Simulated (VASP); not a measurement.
Geometry relaxation of Ge (part 1 of 6)

The run: geometry relaxation of Ge (4 atoms in the cell). Method and program: Kohn-Sham DFT of a periodic cell, LDA, VASP PAW LDA potentials, recommended, no spin polarisation (VASP 6.6.1).

The structure was built on a prototype by a generator; it need not be a known phase.

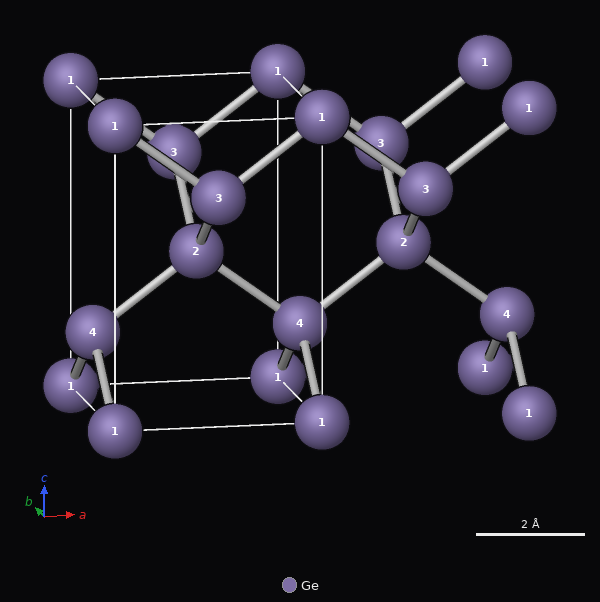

**Figure 1.** The structure as given in the input (ball-and-stick view of the cell of the calculation, set on other vectors, repeated 2 × 1 × 1, seen slightly off an axis; atoms are numbered from 1 in the order of the input). An atom can appear more than once, as a periodic image. Near neighbours in the periodic cell (some may lie outside the picture): Ge has 4 Ge at 2.44 to 2.51 Å.

**Results in brief**

```tsv
quantity	value
outcome	converged
space group (tolerance 0.01 Å)	Imma (74)
electrons treated	56
free energy	−20.6033 eV
gap on the k-point mesh	none (metallic)
pressure	−8.87 GPa
final volume	69.89 Å³
largest force (length of the vector) at the end	0.005 eV/Å
final cell	a = 4.094 Å, b = 5.789 Å, c = 2.949 Å, α = 90.00°, β = 90.00°, γ = 90.00°
hardware	1 thread of AMD EPYC (Zen 3), 1656 GiB of memory available, shared host
wall time	4.3 min
peak memory	0.09 GiB
```

The k-point mesh is coarse for a cell of this size, so the results may not be converged. The volume changed by more than 5 % on the plane waves of the start, so the result carries a basis error; a second relaxation from the end is advised.

**INCAR**
```
SYSTEM = Ge
  ALGO = Fast
  EDIFF = 1E-7
  EDIFFG = -0.01
  ENCUT = 220
  GGA = CA
  IBRION = 2
  ISIF = 3
  ISMEAR = 0
  LASPH = .TRUE.
  LATTICE_CONSTRAINTS = .FALSE. .FALSE. .TRUE.
  LCHARG = .FALSE.
  LREAL = .FALSE.
  LWAVE = .FALSE.
  NELM = 60
  NSW = 40
  PREC = Accurate
  SIGMA = 0.02
```

**KPOINTS**
```
k-points
0
G
  3 2 3
  0 0 0
```

**POSCAR**
```
Ge
1.0
    4.0937264739      0.0000000000      0.0000000000
    0.0000000000      5.7894035000      0.0000000000
    0.0000000000      0.0000000000      3.9176422969
Ge
4
Direct
    0.0000000000      0.0000000000      0.0000000000
    0.5000000000      0.5000000000      0.5000000000
    0.0000000000      0.2500000000      0.5000000000
    0.5000000000      0.7500000000      0.0000000000
```

Run as:
```bash
cat potpaw_LDA.64/Ge_d/POTCAR > POTCAR
mpirun -np 1 vasp_std > vasp.out
```

**OSZICAR**
```
N       E                     dE             d eps       ncg     rms          rms(c)
DAV:   1     0.375131004329E+03    0.37513E+03   -0.20192E+04   536   0.224E+03
DAV:   2     0.267714734792E+02   -0.34836E+03   -0.34447E+03   528   0.502E+02
DAV:   3    -0.171665598172E+02   -0.43938E+02   -0.43782E+02   649   0.132E+02
DAV:   4    -0.181785508746E+02   -0.10120E+01   -0.10103E+01   541   0.228E+01
DAV:   5    -0.181929834120E+02   -0.14433E-01   -0.14394E-01   646   0.256E+00    0.507E+00
RMM:   6    -0.177686525313E+02    0.42433E+00   -0.39725E-01   574   0.626E+00    0.273E+00
RMM:   7    -0.176215201878E+02    0.14713E+00   -0.39383E-01   573   0.586E+00    0.293E-01
RMM:   8    -0.176194071562E+02    0.21130E-02   -0.43097E-02   564   0.134E+00    0.193E-01
RMM:   9    -0.176199446702E+02   -0.53751E-03   -0.47076E-03   589   0.480E-01    0.117E-01
RMM:  10    -0.176201186595E+02   -0.17399E-03   -0.10997E-03   575   0.263E-01    0.266E-02
RMM:  11    -0.176201359911E+02   -0.17332E-04   -0.29367E-04   592   0.125E-01    0.371E-03
RMM:  12    -0.176201448655E+02   -0.88744E-05   -0.88819E-05   704   0.617E-02    0.609E-03
RMM:  13    -0.176201453589E+02   -0.49341E-06   -0.83375E-06   585   0.196E-02    0.131E-03
RMM:  14    -0.176201456524E+02   -0.29344E-06   -0.26948E-06   561   0.941E-03    0.235E-03
RMM:  15    -0.176201456869E+02   -0.34541E-07   -0.40079E-07   367   0.325E-03
   1 F= -.17620146E+02 E0= -.17619883E+02  d E =-.176201E+02
       N       E                     dE             d eps       ncg     rms          rms(c)
DAV:   1    -0.216440802225E+03   -0.19882E+03   -0.26322E+03   658   0.434E+02    0.119E+02
RMM:   2    -0.711147158329E+02    0.14533E+03   -0.43935E+02   614   0.259E+02    0.603E+01
RMM:   3    -0.679740536606E+01    0.64317E+02   -0.10188E+02   610   0.940E+01    0.200E+01
RMM:   4    -0.239372963582E+01    0.44037E+01   -0.25858E+01   588   0.434E+01    0.106E+01
RMM:   5    -0.295316605485E+01   -0.55944E+00   -0.60443E+00   645   0.229E+01    0.366E+00
RMM:   6    -0.286682578649E+01    0.86340E-01   -0.13902E+00   638   0.988E+00    0.150E+00
RMM:   7    -0.289099257872E+01   -0.24167E-01   -0.26223E-01   652   0.391E+00    0.899E-01
RMM:   8    -0.289171118608E+01   -0.71861E-03   -0.48090E-02   653   0.151E+00    0.357E-01
RMM:   9    -0.289287999539E+01   -0.11688E-02   -0.13637E-02   641   0.635E-01    0.131E-01
RMM:  10    -0.289355489376E+01   -0.67490E-03   -0.68625E-03   654   0.277E-01    0.190E-01
RMM:  11    -0.289401956002E+01   -0.46467E-03   -0.46577E-03   607   0.148E-01    0.325E-02
RMM:  12    -0.289440618788E+01   -0.38663E-03   -0.34030E-03   606   0.934E-02    0.186E-02
RMM:  13    -0.289472374511E+01   -0.31756E-03   -0.27253E-03   621   0.432E-02    0.781E-03
RMM:  14    -0.289497202494E+01   -0.24828E-03   -0.21422E-03   626   0.264E-02    0.126E-02
RMM:  15    -0.289517394481E+01   -0.20192E-03   -0.17600E-03   465   0.167E-02    0.133E-02
RMM:  16    -0.289534164975E+01   -0.16770E-03   -0.13947E-03   481   0.178E-02    0.189E-02
RMM:  17    -0.289546352401E+01   -0.12187E-03   -0.11730E-03   654   0.244E-02    0.106E-02
RMM:  18    -0.289556867200E+01   -0.10515E-03   -0.92148E-04   472   0.142E-02    0.105E-02
RMM:  19    -0.289565444063E+01   -0.85769E-04   -0.77060E-04   444   0.114E-02    0.901E-03
RMM:  20    -0.289572505803E+01   -0.70617E-04   -0.62322E-04   352   0.843E-03    0.101E-02
RMM:  21    -0.289578247373E+01   -0.57416E-04   -0.52533E-04   468   0.957E-03    0.785E-03
RMM:  22    -0.289583281103E+01   -0.50337E-04   -0.43056E-04   478   0.905E-03    0.118E-02
RMM:  23    -0.289587429346E+01   -0.41482E-04   -0.36605E-04   336   0.641E-03    0.134E-02
RMM:  24    -0.289590828511E+01   -0.33992E-04   -0.30469E-04   354   0.625E-03    0.142E-02
RMM:  25    -0.289593666682E+01   -0.28382E-04   -0.25986E-04   167   0.504E-03    0.145E-02
RMM:  26    -0.289596043860E+01   -0.23772E-04   -0.21799E-04   190   0.515E-03    0.147E-02
RMM:  27    -0.289598137083E+01   -0.20932E-04   -0.18693E-04   205   0.510E-03    0.155E-02
RMM:  28    -0.289599664570E+01   -0.15275E-04   -0.15810E-04   424   0.583E-03    0.139E-02
RMM:  29    -0.289600948968E+01   -0.12844E-04   -0.13595E-04   452   0.629E-03    0.119E-02
RMM:  30    -0.289602024003E+01   -0.10750E-04   -0.11510E-04   459   0.597E-03    0.980E-03
RMM:  31    -0.289602976092E+01   -0.95209E-05   -0.98930E-05   445   0.537E-03    0.805E-03
RMM:  32    -0.289603814854E+01   -0.83876E-05   -0.83732E-05   366   0.459E-03    0.707E-03
RMM:  33    -0.289604508863E+01   -0.69401E-05   -0.72547E-05   436   0.572E-03    0.514E-03
RMM:  34    -0.289605132901E+01   -0.62404E-05   -0.61274E-05   356   0.408E-03    0.442E-03
RMM:  35    -0.289605682345E+01   -0.54944E-05   -0.53009E-05   356   0.382E-03    0.421E-03
RMM:  36    -0.289606136184E+01   -0.45384E-05   -0.45158E-05   375   0.367E-03    0.347E-03
RMM:  37    -0.289606543726E+01   -0.40754E-05   -0.39114E-05   321   0.309E-03    0.338E-03
RMM:  38    -0.289606937344E+01   -0.39362E-05   -0.33799E-05   436   0.450E-03    0.504E-03
RMM:  39    -0.289607241947E+01   -0.30460E-05   -0.29251E-05   320   0.286E-03    0.499E-03
RMM:  40    -0.289607496344E+01   -0.25440E-05   -0.25276E-05   299   0.301E-03    0.482E-03
RMM:  41    -0.289607659661E+01   -0.16332E-05   -0.22473E-05   487   0.502E-03    0.204E-03
RMM:  42    -0.289607843104E+01   -0.18344E-05   -0.19374E-05   426   0.398E-03    0.421E-04
RMM:  43    -0.289608013843E+01   -0.17074E-05   -0.16711E-05   342   0.255E-03    0.538E-04
RMM:  44    -0.289608161036E+01   -0.14719E-05   -0.14517E-05   178   0.230E-03    0.512E-04
RMM:  45    -0.289608289754E+01   -0.12872E-05   -0.12806E-05   265   0.264E-03    0.330E-04
RMM:  46    -0.289608402622E+01   -0.11287E-05   -0.11227E-05   306   0.279E-03    0.189E-04
RMM:  47    -0.289608501804E+01   -0.99182E-06   -0.98683E-06   198   0.254E-03    0.181E-04
RMM:  48    -0.289608589090E+01   -0.87286E-06   -0.87057E-06   241   0.251E-03    0.231E-04
RMM:  49    -0.289608665412E+01   -0.76322E-06   -0.76586E-06   185   0.228E-03    0.228E-04
RMM:  50    -0.289608733519E+01   -0.68107E-06   -0.68868E-06   187   0.258E-03    0.230E-04
RMM:  51    -0.289608795452E+01   -0.61933E-06   -0.64431E-06   193   0.300E-03    0.202E-04
RMM:  52    -0.289608844658E+01   -0.49206E-06   -0.54994E-06   178   0.262E-03    0.184E-04
RMM:  53    -0.289608891305E+01   -0.46647E-06   -0.46957E-06   178   0.202E-03    0.157E-04
RMM:  54    -0.289608933054E+01   -0.41749E-06   -0.42132E-06   187   0.204E-03    0.183E-04
RMM:  55    -0.289608969709E+01   -0.36655E-06   -0.37499E-06   220   0.235E-03    0.326E-04
RMM:  56    -0.289609002699E+01   -0.32990E-06   -0.33434E-06   220   0.218E-03    0.388E-04
RMM:  57    -0.289609032191E+01   -0.29492E-06   -0.29809E-06   223   0.216E-03    0.499E-04
RMM:  58    -0.289609061315E+01   -0.29124E-06   -0.29418E-06   241   0.225E-03    0.631E-04
RMM:  59    -0.289609084384E+01   -0.23069E-06   -0.24080E-06   195   0.228E-03    0.609E-04
RMM:  60    -0.289609105718E+01   -0.21333E-06   -0.21992E-06   237   0.219E-03
   2 F= -.28960911E+01 E0= -.28952075E+01  d E =0.147241E+02
       N       E                     dE             d eps       ncg     rms          rms(c)
DAV:   1    -0.188178464076E+03   -0.18528E+03   -0.57241E+03   588   0.198E+03    0.882E+01
RMM:   2    -0.864352267453E+02    0.10174E+03   -0.65318E+02   699   0.251E+02    0.461E+01
RMM:   3    -0.227644120933E+02    0.63671E+02   -0.24389E+02   593   0.133E+02    0.203E+01
RMM:   4    -0.195094716120E+02    0.32549E+01   -0.42040E+01   587   0.482E+01    0.902E+00
RMM:   5    -0.187717561108E+02    0.73772E+00   -0.66435E+00   591   0.206E+01    0.132E+00
RMM:   6    -0.188542081146E+02   -0.82452E-01   -0.17769E+00   587   0.116E+01    0.973E-01
RMM:   7    -0.189020143321E+02   -0.47806E-01   -0.43160E-01   642   0.506E+00    0.565E-01
RMM:   8    -0.188947453732E+02    0.72690E-02   -0.10266E-01   587   0.280E+00    0.155E-01
RMM:   9    -0.188968045705E+02   -0.20592E-02   -0.29080E-02   608   0.130E+00    0.567E-02
RMM:  10    -0.188975727082E+02   -0.76814E-03   -0.85677E-03   699   0.575E-01    0.338E-02
RMM:  11    -0.188978288638E+02   -0.25616E-03   -0.25667E-03   717   0.183E-01    0.197E-02
RMM:  12    -0.188979827109E+02   -0.15385E-03   -0.16190E-03   583   0.130E-01    0.394E-03
RMM:  13    -0.188981052131E+02   -0.12250E-03   -0.10431E-03   693   0.433E-02    0.391E-03
RMM:  14    -0.188981913858E+02   -0.86173E-04   -0.70214E-04   650   0.228E-02    0.200E-03
RMM:  15    -0.188982126265E+02   -0.21241E-04   -0.80058E-05   570   0.177E-02    0.707E-04
RMM:  16    -0.188982229933E+02   -0.10367E-04   -0.15709E-06   380   0.118E-02    0.358E-04
RMM:  17    -0.188981899540E+02    0.33039E-04    0.41042E-04   346   0.101E-02    0.939E-04
RMM:  18    -0.188981824074E+02    0.75465E-05    0.12293E-04   331   0.909E-03    0.160E-04
RMM:  19    -0.188981274686E+02    0.54939E-04    0.58287E-04   250   0.846E-03    0.136E-04
RMM:  20    -0.188981081814E+02    0.19287E-04    0.21084E-04   196   0.811E-03    0.169E-04
RMM:  21    -0.188980473655E+02    0.60816E-04    0.62503E-04   199   0.800E-03    0.189E-04
RMM:  22    -0.188980253445E+02    0.22021E-04    0.23003E-04   141   0.761E-03    0.239E-04
RMM:  23    -0.188979721063E+02    0.53238E-04    0.54379E-04   139   0.741E-03    0.291E-04
RMM:  24    -0.188979521597E+02    0.19947E-04    0.20688E-04   178   0.722E-03    0.302E-04
RMM:  25    -0.188979103527E+02    0.41807E-04    0.42772E-04   161   0.715E-03    0.306E-04
RMM:  26    -0.188978926521E+02    0.17701E-04    0.18381E-04   142   0.682E-03    0.336E-04
RMM:  27    -0.188978619905E+02    0.30662E-04    0.31557E-04   145   0.680E-03    0.374E-04
RMM:  28    -0.188978486102E+02    0.13380E-04    0.14152E-04   166   0.692E-03    0.382E-04
RMM:  29    -0.188978260398E+02    0.22570E-04    0.23519E-04   148   0.657E-03    0.390E-04
RMM:  30    -0.188978140450E+02    0.11995E-04    0.12848E-04   152   0.651E-03    0.411E-04
RMM:  31    -0.188977961906E+02    0.17854E-04    0.18808E-04   142   0.632E-03    0.432E-04
RMM:  32    -0.188977848202E+02    0.11370E-04    0.12245E-04   136   0.630E-03    0.450E-04
RMM:  33    -0.188977696566E+02    0.15164E-04    0.16046E-04   145   0.644E-03    0.459E-04
RMM:  34    -0.188977585377E+02    0.11119E-04    0.11933E-04   141   0.616E-03    0.479E-04
RMM:  35    -0.188977455594E+02    0.12978E-04    0.13813E-04   142   0.617E-03    0.491E-04
RMM:  36    -0.188977350961E+02    0.10463E-04    0.11263E-04   147   0.602E-03    0.523E-04
RMM:  37    -0.188977236241E+02    0.11472E-04    0.12281E-04   145   0.597E-03    0.544E-04
RMM:  38    -0.188977136525E+02    0.99716E-05    0.10751E-04   134   0.576E-03    0.550E-04
RMM:  39    -0.188977033036E+02    0.10349E-04    0.11126E-04   141   0.589E-03    0.563E-04
RMM:  40    -0.188976939793E+02    0.93243E-05    0.10076E-04   138   0.594E-03    0.570E-04
RMM:  41    -0.188976846312E+02    0.93481E-05    0.10087E-04   140   0.573E-03    0.585E-04
RMM:  42    -0.188976760254E+02    0.86058E-05    0.93222E-05   136   0.570E-03    0.596E-04
RMM:  43    -0.188976676061E+02    0.84193E-05    0.91207E-05   133   0.562E-03    0.609E-04
RMM:  44    -0.188976597748E+02    0.78313E-05    0.85148E-05   141   0.562E-03    0.617E-04
RMM:  45    -0.188976522432E+02    0.75316E-05    0.81965E-05   130   0.551E-03    0.620E-04
RMM:  46    -0.188976452077E+02    0.70355E-05    0.76794E-05   125   0.539E-03    0.632E-04
RMM:  47    -0.188976385125E+02    0.66952E-05    0.73171E-05   145   0.558E-03    0.643E-04
RMM:  48    -0.188976322317E+02    0.62808E-05    0.68807E-05   128   0.524E-03    0.641E-04
RMM:  49    -0.188976262973E+02    0.59344E-05    0.65104E-05   136   0.539E-03    0.633E-04
RMM:  50    -0.188976207408E+02    0.55565E-05    0.61069E-05   155   0.546E-03    0.611E-04
RMM:  51    -0.188976155334E+02    0.52074E-05    0.57380E-05   131   0.523E-03    0.612E-04
RMM:  52    -0.188976106499E+02    0.48835E-05    0.53879E-05   161   0.548E-03    0.586E-04
RMM:  53    -0.188976060880E+02    0.45619E-05    0.50443E-05   144   0.555E-03    0.577E-04
RMM:  54    -0.188976018200E+02    0.42680E-05    0.47270E-05   138   0.542E-03    0.584E-04
RMM:  55    -0.188975978269E+02    0.39931E-05    0.44287E-05   147   0.552E-03    0.587E-04
RMM:  56    -0.188975940841E+02    0.37428E-05    0.41566E-05   139   0.517E-03    0.588E-04
RMM:  57    -0.188975905772E+02    0.35069E-05    0.38990E-05   138   0.525E-03    0.598E-04
RMM:  58    -0.188975872933E+02    0.32839E-05    0.36504E-05   144   0.552E-03    0.596E-04
RMM:  59    -0.188975842165E+02    0.30768E-05    0.34226E-05   145   0.534E-03    0.605E-04
RMM:  60    -0.188975813323E+02    0.28842E-05    0.32097E-05   142   0.528E-03
   3 F= -.18897581E+02 E0= -.18897581E+02  d E =-.127744E+01
       N       E                     dE             d eps       ncg     rms          rms(c)
DAV:   1    -0.191780385948E+02   -0.28045E+00   -0.41817E+00   563   0.228E+01    0.312E+00
RMM:   2    -0.190130399177E+02    0.16500E+00   -0.53216E-01   592   0.704E+00    0.175E+00
RMM:   3    -0.189299048509E+02    0.83135E-01   -0.20319E-01   593   0.380E+00    0.221E-01
RMM:   4    -0.189313434488E+02   -0.14386E-02   -0.39477E-02   614   0.150E+00    0.213E-01
RMM:   5    -0.189322458583E+02   -0.90241E-03   -0.11383E-02   643   0.642E-01    0.160E-01
RMM:   6    -0.189327106691E+02   -0.46481E-03   -0.50543E-03   597   0.349E-01    0.388E-02
RMM:   7    -0.189331967222E+02   -0.48605E-03   -0.46129E-03   634   0.174E-01    0.162E-02
RMM:   8    -0.189336969965E+02   -0.50027E-03   -0.43434E-03   714   0.789E-02    0.186E-02
RMM:   9    -0.189342132985E+02   -0.51630E-03   -0.46014E-03   667   0.333E-02    0.237E-02
RMM:  10    -0.189347411539E+02   -0.52786E-03   -0.47680E-03   575   0.243E-02    0.713E-03
RMM:  11    -0.189352837883E+02   -0.54263E-03   -0.49807E-03   588   0.245E-02    0.836E-03
RMM:  12    -0.189358347417E+02   -0.55095E-03   -0.51055E-03   431   0.197E-02    0.607E-03
RMM:  13    -0.189363929713E+02   -0.55823E-03   -0.52245E-03   347   0.179E-02    0.680E-03
RMM:  14    -0.189369566550E+02   -0.56368E-03   -0.53170E-03   332   0.175E-02    0.464E-03
RMM:  15    -0.189375273815E+02   -0.57073E-03   -0.54183E-03   341   0.180E-02    0.223E-03
RMM:  16    -0.189381093294E+02   -0.58195E-03   -0.55502E-03   349   0.184E-02    0.256E-03
RMM:  17    -0.189387045490E+02   -0.59522E-03   -0.56993E-03   215   0.182E-02    0.324E-03
RMM:  18    -0.189393148430E+02   -0.61029E-03   -0.58636E-03   262   0.189E-02    0.385E-03
RMM:  19    -0.189399434147E+02   -0.62857E-03   -0.60553E-03   356   0.196E-02    0.437E-03
RMM:  20    -0.189405941860E+02   -0.65077E-03   -0.62809E-03   164   0.195E-02    0.511E-03
RMM:  21    -0.189412713089E+02   -0.67712E-03   -0.65449E-03   141   0.200E-02    0.588E-03
RMM:  22    -0.189419792167E+02   -0.70791E-03   -0.68498E-03   156   0.209E-02    0.672E-03
RMM:  23    -0.189427224893E+02   -0.74327E-03   -0.71971E-03   162   0.215E-02    0.760E-03
RMM:  24    -0.189435058634E+02   -0.78337E-03   -0.75887E-03   158   0.218E-02    0.851E-03
RMM:  25    -0.189443342489E+02   -0.82839E-03   -0.80263E-03   150   0.224E-02    0.949E-03
RMM:  26    -0.189452127894E+02   -0.87854E-03   -0.85122E-03   154   0.231E-02    0.105E-02
RMM:  27    -0.189461468543E+02   -0.93406E-03   -0.90490E-03   153   0.236E-02    0.116E-02
RMM:  28    -0.189471421794E+02   -0.99533E-03   -0.96398E-03   163   0.245E-02    0.128E-02
RMM:  29    -0.189482047732E+02   -0.10626E-02   -0.10288E-02   159   0.248E-02    0.141E-02
RMM:  30    -0.189493404491E+02   -0.11357E-02   -0.10991E-02   166   0.254E-02    0.154E-02
RMM:  31    -0.189505563658E+02   -0.12159E-02   -0.11761E-02   155   0.259E-02    0.169E-02
RMM:  32    -0.189518603601E+02   -0.13040E-02   -0.12606E-02   157   0.267E-02    0.184E-02
RMM:  33    -0.189532608642E+02   -0.14005E-02   -0.13530E-02   156   0.275E-02    0.201E-02
RMM:  34    -0.189547670808E+02   -0.15062E-02   -0.14541E-02   167   0.282E-02    0.219E-02
RMM:  35    -0.189563889693E+02   -0.16219E-02   -0.15645E-02   159   0.288E-02    0.238E-02
RMM:  36    -0.189581373543E+02   -0.17484E-02   -0.16850E-02   167   0.298E-02    0.259E-02
RMM:  37    -0.189600239059E+02   -0.18866E-02   -0.18165E-02   176   0.305E-02    0.281E-02
RMM:  38    -0.189620612445E+02   -0.20373E-02   -0.19597E-02   176   0.310E-02    0.306E-02
RMM:  39    -0.189642628146E+02   -0.22016E-02   -0.21154E-02   170   0.319E-02    0.332E-02
RMM:  40    -0.189666430290E+02   -0.23802E-02   -0.22843E-02   169   0.327E-02    0.360E-02
```
